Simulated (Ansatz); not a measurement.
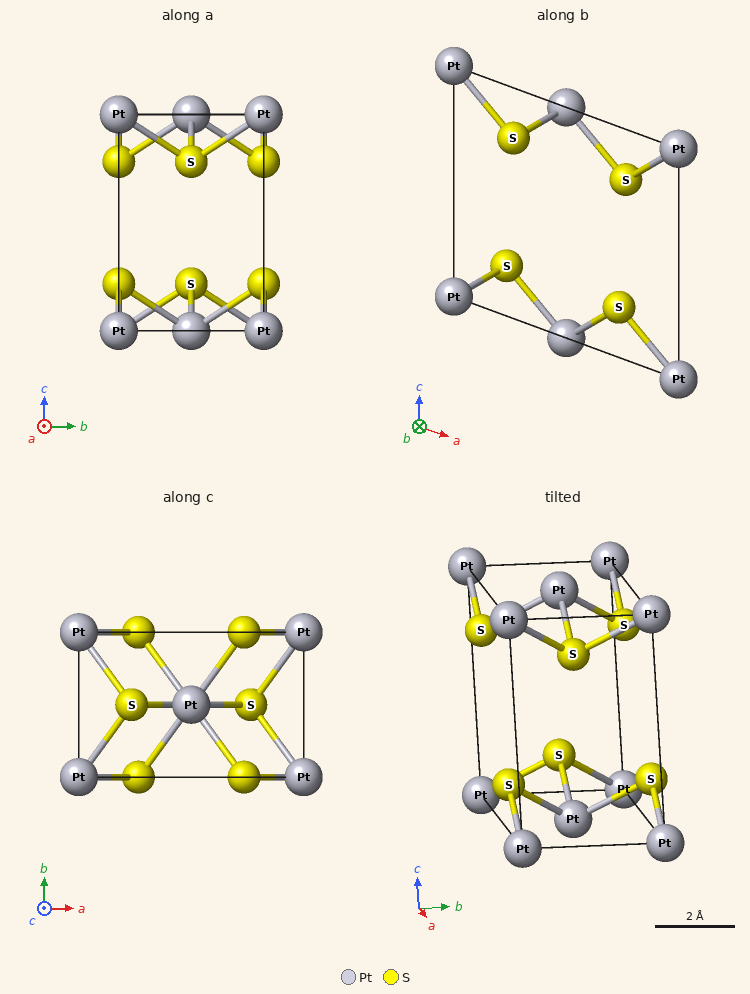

The crystal in a ball-and-stick representation, seen along the a axis, along the b axis, along the c axis and slightly off an axis. The conventional unit cell is outlined; an atom on or near a face, edge or corner is repeated at each equivalent position.

Lattice parameters: a = 6.1122 Å, b = 3.6958 Å, c = 5.8869 Å, α = 90.000°, β = 110.249°, γ = 90.000°.

Question: Write down what is shown as a CIF in P1 with every atom of the cell, with free fractional coordinates to two decimals.

Answer:
```cif
data_structure
_symmetry_space_group_name_H-M 'P 1'
_symmetry_Int_Tables_number 1
_cell_length_a 6.1122
_cell_length_b 3.6958
_cell_length_c 5.8869
_cell_angle_alpha 90.000
_cell_angle_beta 110.249
_cell_angle_gamma 90.000
_cell_volume 124.76
loop_
_atom_site_label
_atom_site_type_symbol
_atom_site_fract_x
_atom_site_fract_y
_atom_site_fract_z
_atom_site_occupancy
Pt1 Pt 0.00 0.00 0.00 1
S1 S 0.77 0.50 0.78 1
S2 S 0.23 0.50 0.22 1
Pt2 Pt 0.50 0.50 0.00 1
S3 S 0.27 0.00 0.78 1
S4 S 0.73 0.00 0.22 1
```

The structure was taken from a structure type filled with these elements by a generator (whether the compound takes this form wasn't checked). The cell was then strained or its atoms displaced on purpose. It was run through Ansatz as a DFT input.

At this level of theory the cell isn't at rest (stretched, at -5 GPa), so its distances can differ from those at equilibrium, the more so the softer the solid.
